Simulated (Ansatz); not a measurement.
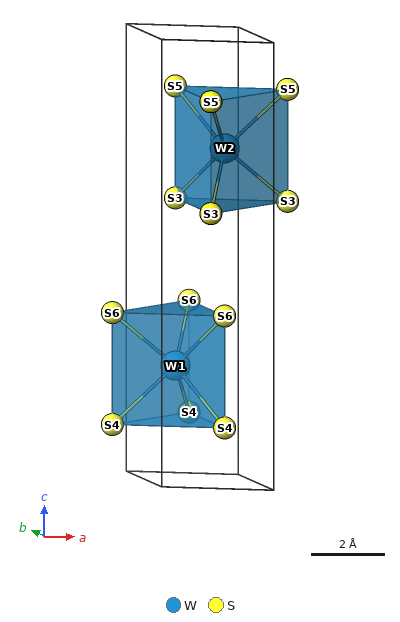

The structure (polyhedral view of the cell of the calculation, seen slightly off an axis; polyhedra are completed across the faces of the cell; atoms are numbered from 1 in the order of the input).

## WS$_{2}$: one change and its effect

System: WS$_{2}$ (6 atoms in the cell).
Method of run A: DFT, r2SCAN, plane waves, PAW, no spin polarisation (Ansatz 0.2.0).

The structure derives from an entry of the Crystallography Open Database. The geometry comes from this level: r2scan-rvv10. Text and figures count atoms from 1; the logs count them from 0 in places.

## Input, run A
```yaml
crystal:
  lattice:
    - [3.1699447112, 0.0, 0.0]
    - [-1.5849723556, 2.7452526485, 0.0]
    - [0.0, 0.0, 12.4911159094]
  atoms:
    - { symbol: W, position: [0.3333333333, 0.6666666667, 0.25] }
    - { symbol: W, position: [0.6666666667, 0.3333333333, 0.75] }
    - { symbol: S, position: [0.3333333333, 0.6666666667, 0.6248924636] }
    - { symbol: S, position: [0.6666666667, 0.3333333333, 0.1248924636] }
    - { symbol: S, position: [0.3333333333, 0.6666666667, 0.8751075364] }
    - { symbol: S, position: [0.6666666667, 0.3333333333, 0.3751075364] }
kpoints:
  mp_grid: { grid: [12, 12, 2] }
  band_path:
    path:
      - [0.0, 0.0, 0.0]
      - [0.5, 0.0, 0.0]
      - [0.3333333333, 0.3333333333, 0.0]
      - [0.0, 0.0, 0.5]
      - [0.5, 0.0, 0.5]
      - [0.3333333333, 0.3333333333, 0.5]
      - [0.171875, 0.174479, 0.0]
    npoints: 1
hamiltonian:
  xc: r2scan
scf:
  occupations: { method: fixed }
  n_extra_bands: 5
output:
  forces: true
  stress: true
  eigenvalues: true
```

Launched with:
```bash
ansatz run input.yaml --threads 2 --pin off --max-ram 3686MiB --backend cpu --events-out ev --progress --plain --runs-dir out
```

Hardware: 2 threads of Intel Xeon @ 2.50GHz (Skylake/Cascade Lake), 189 GiB of memory available, shared host.

## Output, shortened to warnings, some set-up lines, iterations and results (run A)
```
Basis set: ecut = 500 eV, 2763 PW (Γ), exchange–correlation on 96×96×384 points (64 copies of the dense FFT grid, shifted against one another)
Symmetry: 24 space group operations
k-points: 38 of 288
Initial density: superposition of atomic densities (neutral atoms: chi_scale 0, normalization atom), corrected by the library's trained network
[...]
SCF iter   1: F=—  HF=-24423.134682 eV  |F-HF|=—  |Δ(HF+E_count)|=         —  Δρ=7.90e-3  dr2=4.42e-2  dr2_τ=1.67e-1  ethr=1.77e-3  ⟨swp⟩=5.0  Hψ=4796  notcnv=0  defer=83
SCF iter   2: F=—  HF=-24423.274094 eV  |F-HF|=—  |Δ(HF+E_count)|=   1.39e-1  Δρ=4.65e-3  dr2=1.52e-2  dr2_τ=2.05e-3  ethr=8.51e-5  ⟨swp⟩=2.4  Hψ=2272  notcnv=0  defer=110
SCF iter   3: F=—  HF=-24423.278333 eV  |F-HF|=—  |Δ(HF+E_count)|=   4.24e-3  Δρ=2.70e-3  dr2=3.78e-3  dr2_τ=3.44e-4  ethr=2.92e-5  ⟨swp⟩=2.5  Hψ=1649  notcnv=0  defer=112
SCF iter   4: F=—  HF=-24423.281727 eV  |F-HF|=—  |Δ(HF+E_count)|=   3.39e-3  Δρ=2.27e-4  dr2=5.16e-5  dr2_τ=6.26e-6  ethr=7.27e-6  ⟨swp⟩=2.5  Hψ=1945  notcnv=0  defer=112
SCF iter   5: F=—  HF=-24423.281761 eV  |F-HF|=—  |Δ(HF+E_count)|=   3.41e-5  Δρ=7.02e-5  dr2=9.91e-6  dr2_τ=4.35e-7  ethr=9.93e-8  ⟨swp⟩=2.1  Hψ=1930  notcnv=0  defer=97
SCF iter   6: F=—  HF=-24423.281765 eV  |F-HF|=—  |Δ(HF+E_count)|=   3.52e-6  Δρ=1.31e-5  dr2=3.26e-7  dr2_τ=3.90e-8  ethr=1.90e-8  ⟨swp⟩=2.0  Hψ=1745  notcnv=0  defer=98
SCF iter   7: F=-24423.281765 eV  HF=-24423.281765 eV  |F-HF|=8.27e-9  |Δ(HF+E_count)|=   1.58e-7  Δρ=2.75e-6  dr2=5.91e-9  dr2_τ=6.23e-10  ethr=1.92e-10  ⟨swp⟩=11.2  Hψ=6257 …
SCF 1 converged in 7 iterations: F = -24423.281765 eV  dr2 = 5.91e-9
NSCF: frozen V_eff on 7 k-points
SCF converged after 7 iterations
Free energy (F): -24423.281765 eV
Harris-Foulkes:  -24423.281765 eV  (|F-HF|=8.27e-9)
Internal energy: -24423.281765 eV  (E = F + TS)
E sigma→0 (E₀):  -24423.281765 eV
Fermi energy:    11.240487 eV
--- Per-component energies (eV) ---
  E_band       = -431.742455
  E_kinetic    = 1334.060297
  E_local      = -3633.728906  (includes V_loc(G=0)·N_el)
  E_nonlocal   = 115.574972
  E_hartree    = 1447.746362
  E_xc         = -867.034758
  E_vxc        = -900.432172  (∫ρ·V_xc dr)
  E_paw        = -19624.427473  (= ΣΔE_a)
  E_vpaw       = -287.211162  (= ΣTr[D̂ρ^β])
  E_aug_tail   = -0.000096  (compensation charges beyond the density's cutoff)
  E_vtau       = 44.502503  (kinetic-family band-sum trace: ∫τ·v_τ [+ j·A + Jᵃ·Aᵃ] dr)
  E_ewald      = -3193.857198
  E_core_change = -1.614965  (= ΣΔE_core)
  E_smearing   = -0.000000  (= −TS)
  E_closure    = -0.000000  (closes the sum)
  Σ components = -24423.281765   (vs F -24423.281765, Δ=0.00e0)
--- Forces (eV/Å), atoms counted from 1 ---
  atom   1  W      0.00000000     0.00000000     0.00000000
  atom   2  W      0.00000000    -0.00000000     0.00000000
  atom   3  S      0.00000000     0.00000000     0.05210086
  atom   4  S     -0.00000000    -0.00000000     0.05210086
  atom   5  S      0.00000000     0.00000000    -0.05210086
  atom   6  S     -0.00000000    -0.00000000    -0.05210086
  max |Σ_I F_I| component: 4.63e-18 eV/Å
--- Stress (GPa, compression-positive) ---
        1.312705       0.000000       0.000000
        0.000000       1.312705       0.000000
        0.000000       0.000000       1.123871
  P = ⅓ Tr σ = 1.2498 GPa (12.498 kbar)
```

Run B used a changed input.

## The two runs side by side

| quantity | run A | run B |
| --- | --- | --- |
| outcome | converged | converged |
| free energy per atom (eV) | −4070.5470 | −4063.7982 |
| gap on the mesh (eV) | 1.16 | 1.05 |
| pressure (GPa) | 1.25 | 3.28 |
| largest force (eV/Å) | 0.052 | 0.195 |
| SCF iterations | 7 | 6 |
| irreducible k-points | 38 | 38 |
| plane waves at Γ | 2763 | 2105 |
| wall time (shared host) | 22 s | 11 s |

What was changed in the input?

The change (lines with − go, lines with + come):
```diff
-  xc: r2scan
+  xc: pbe
```

The total energies belong to different methods, so their difference says nothing on which is more stable or more accurate. The gap on the mesh goes from 1.16 to 1.05 eV. The pressure goes from 1.25 to 3.28 GPa. The largest force goes from 0.052 to 0.195 eV/Å. The functional changes from r2SCAN to PBE. The SCF takes 6 iterations against 7. The default cutoff goes from 500 to 420 eV with the change. The plane waves at Γ go from 2763 to 2105. On the same kind of shared host run B took about 0.49 times as long.

## Output, shortened to warnings, some set-up lines, iterations and results (run B)
```
Basis set: ecut = 420 eV, 2105 PW (Γ), exchange–correlation on 48×48×180 points (8 copies of the dense FFT grid, shifted against one another)
Symmetry: 24 space group operations
k-points: 38 of 288
Initial density: superposition of atomic densities (neutral atoms: chi_scale 0, normalization atom), corrected by the library's trained network
[...]
SCF iter   1: F=—  HF=-24382.780346 eV  |F-HF|=—  |Δ(HF+E_count)|=         —  Δρ=5.15e-3  dr2=1.67e-2  ethr=1.77e-3  ⟨swp⟩=5.0  Hψ=4747  notcnv=0  defer=84
SCF iter   2: F=—  HF=-24382.784680 eV  |F-HF|=—  |Δ(HF+E_count)|=   4.33e-3  Δρ=2.75e-3  dr2=2.15e-3  ethr=3.21e-5  ⟨swp⟩=2.0  Hψ=1957  notcnv=0  defer=110
SCF iter   3: F=—  HF=-24382.788361 eV  |F-HF|=—  |Δ(HF+E_count)|=   3.68e-3  Δρ=1.24e-3  dr2=4.75e-4  ethr=4.14e-6  ⟨swp⟩=2.0  Hψ=1738  notcnv=0  defer=112
SCF iter   4: F=—  HF=-24382.789352 eV  |F-HF|=—  |Δ(HF+E_count)|=   9.92e-4  Δρ=6.39e-5  dr2=4.89e-6  ethr=9.13e-7  ⟨swp⟩=2.0  Hψ=1868  notcnv=0  defer=112
SCF iter   5: F=—  HF=-24382.789384 eV  |F-HF|=—  |Δ(HF+E_count)|=   3.19e-5  Δρ=1.28e-5  dr2=1.97e-7  ethr=9.41e-9  ⟨swp⟩=2.0  Hψ=1985  notcnv=0  defer=43
SCF iter   6: F=-24382.789384 eV  HF=-24382.789384 eV  |F-HF|=1.06e-8  |Δ(HF+E_count)|=   6.21e-8  Δρ=3.96e-6  dr2=2.54e-8  ethr=1.92e-10  ⟨swp⟩=10.7  Hψ=5761  notcnv=0
SCF 1 converged in 6 iterations: F = -24382.789384 eV  dr2 = 2.54e-8
NSCF: frozen V_eff on 7 k-points
SCF converged after 6 iterations
Free energy (F): -24382.789384 eV
Harris-Foulkes:  -24382.789384 eV  (|F-HF|=1.06e-8)
Internal energy: -24382.789384 eV  (E = F + TS)
E sigma→0 (E₀):  -24382.789384 eV
Fermi energy:    11.367237 eV
--- Per-component energies (eV) ---
  E_band       = -390.635431
  E_kinetic    = 1333.759175
  E_local      = -3634.464378  (includes V_loc(G=0)·N_el)
  E_nonlocal   = 114.752449
  E_hartree    = 1448.151273
  E_xc         = -924.811624
  E_vxc        = -830.744081  (∫ρ·V_xc dr)
  E_paw        = -19526.318951  (= ΣΔE_a)
  E_vpaw       = -270.244505  (= ΣTr[D̂ρ^β])
  E_aug_tail   = -0.000128  (compensation charges beyond the density's cutoff)
  E_ewald      = -3193.857198
  E_smearing   = -0.000000  (= −TS)
  E_closure    = 0.000000  (closes the sum)
  Σ components = -24382.789384   (vs F -24382.789384, Δ=0.00e0)
--- Forces (eV/Å), atoms counted from 1 ---
  atom   1  W      0.00000000     0.00000000     0.00000000
  atom   2  W      0.00000000    -0.00000000     0.00000000
  atom   3  S      0.00000000     0.00000000    -0.19542694
  atom   4  S      0.00000000    -0.00000000    -0.19542694
  atom   5  S     -0.00000000     0.00000000     0.19542694
  atom   6  S     -0.00000000    -0.00000000     0.19542694
  max |Σ_I F_I| component: 4.63e-18 eV/Å
--- Stress (GPa, compression-positive) ---
        2.826188       0.000000       0.000000
        0.000000       2.826188       0.000000
        0.000000       0.000000       4.193037
  P = ⅓ Tr σ = 3.2818 GPa (32.818 kbar)
```

For both runs: Spin–orbit coupling is left out, which matters for W.
